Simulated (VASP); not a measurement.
AlN

Input file:

```
SYSTEM = AlN
PREC     = Accurate       ! precision mode
ENCUT    = 520            ! plane-wave cutoff, eV
EDIFF    = 1E-6           ! SCF threshold, eV
ISMEAR   = 0              ! smearing method
SIGMA    = 0.1            ! smearing width, eV
LREAL    = .False.        ! projectors in reciprocal space
LASPH    = .True.         ! aspherical terms in the spheres
NELM     = 100            ! most SCF steps
ALGO     = Normal         ! electronic algorithm
ISIF     = 2              ! what is computed and relaxed
LWAVE    = .False.        ! write WAVECAR
LCHARG   = .True.         ! write CHGCAR
GGA      = PE             ! functional
LELF     = .True.         ! ELF
LVHAR    = .True.       
NBANDS   = 16             ! bands
```

Run with:

```sh
cat potpaw_PBE.64/Al/POTCAR potpaw_PBE.64/N/POTCAR > POTCAR
mpirun -np 1 vasp_std > vasp.out
```

Below, planes, directions and counts refer to the conventional cell (a = 6.59 Å, b = 6.59 Å, c = 3.03 Å, α = 90.00°, β = 90.00°, γ = 90.00°).

Space group Cmmm; a generated structure, not necessarily the stable one; not relaxed (largest force 1.1 eV/Å); computed pressure about −16 GPa in this cell.

The calculation used Kohn-Sham DFT of a periodic cell, PBE, VASP PAW PBE potentials, recommended in VASP 6.6.1.

### What will maps of the valence pseudo-density and electron localisation function show?

Al–N (2.01 Å): the density is about 0.55 e/Å³ at the midpoint; the ELF peaks at about 0.85 in the valence shell of N, 0.8 Å from its nucleus, and is about 0.85 at the midpoint.

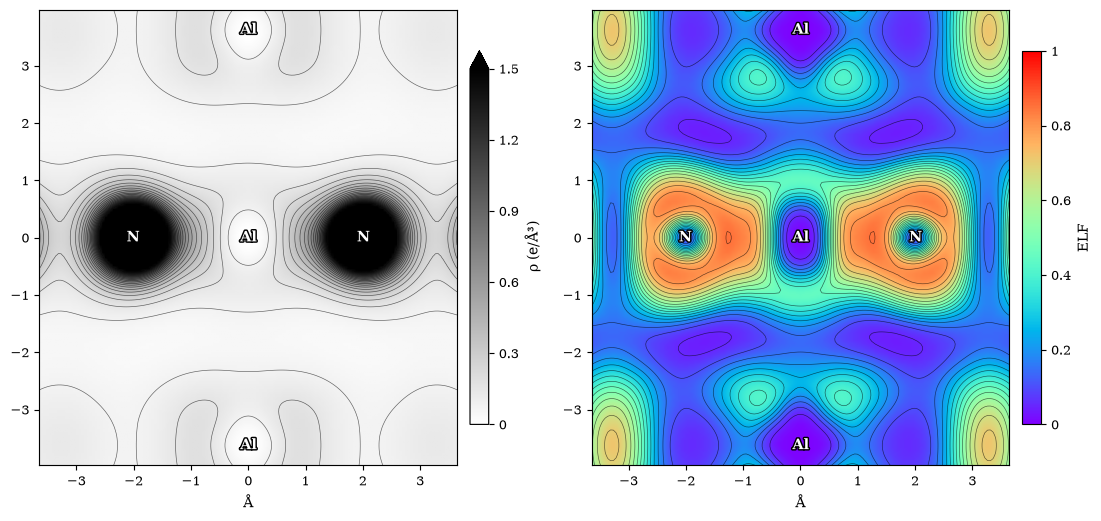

Computed valence pseudo-density and electron localisation function on the (011̄) plane of the conventional cell, in this order. 

In a PAW calculation such maps are meaningful between the atoms, not at the nuclei.
